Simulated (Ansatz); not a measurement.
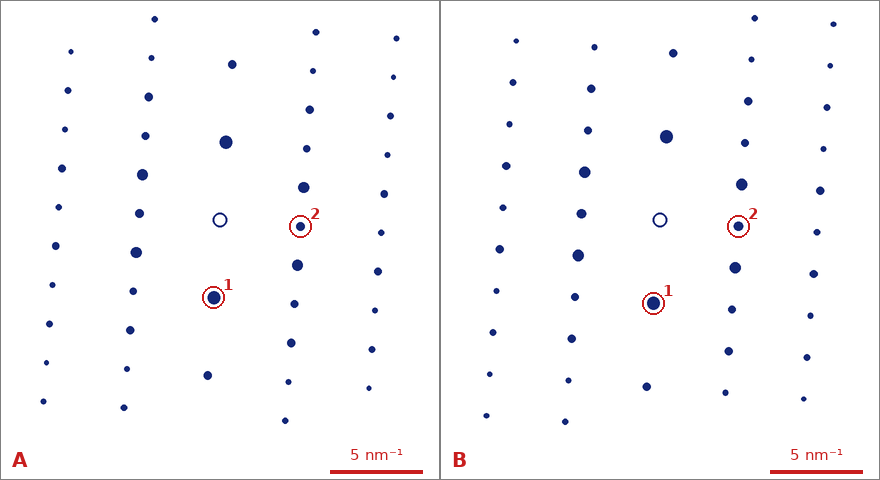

Kinematic electron diffraction patterns (120 kV, B = 0.5 Å², same scale) along [110] of the run's own cell, for the start and the end of one relaxation of V with Ansatz, DFT PBE, scalar-relativistic, plane waves, PAW. k mesh 18×18×10. The start is a generated model structure, and the relaxation ends in the nearest stationary point of its symmetry, not necessarily the ground state. Spot 1 is 0 0 -2 and spot 2 is -1 1 0 in both.

Start structure:

```yaml
crystal:
  lattice:
    - [2.67993, 0.00000, 0.00000]
    - [-1.33997, 2.32089, 0.00000]
    - [0.00000, 0.00000, 4.37631]
  atoms:
    - { symbol: V, position: [0.00000, 0.00000, 0.00000] }
    - { symbol: V, position: [0.33333, 0.66667, 0.50000] }
```

**Which pattern belongs to the start structure, and which to the relaxed one?**

B is the start: its cell gives d(1) = 2.188 Å, d(2) = 2.321 Å and an angle of 90.0°. A is the relaxed structure, with d(1) = 2.344 Å (+7.1 %), d(2) = 2.261 Å (-2.6 %) and 90.0°.

**Summarise the relaxation behind the change.**

The volume changed by +1.7 % to 13.84 Å³ an atom; the fractional coordinates hardly changed; the space group stayed P6_3/mmc (No. 194); the free energy fell by 36 meV an atom. Relaxed cell: a = 2.611 Å, b = 2.611 Å, c = 4.689 Å, α = 90.00°, β = 90.00°, γ = 120.00°.
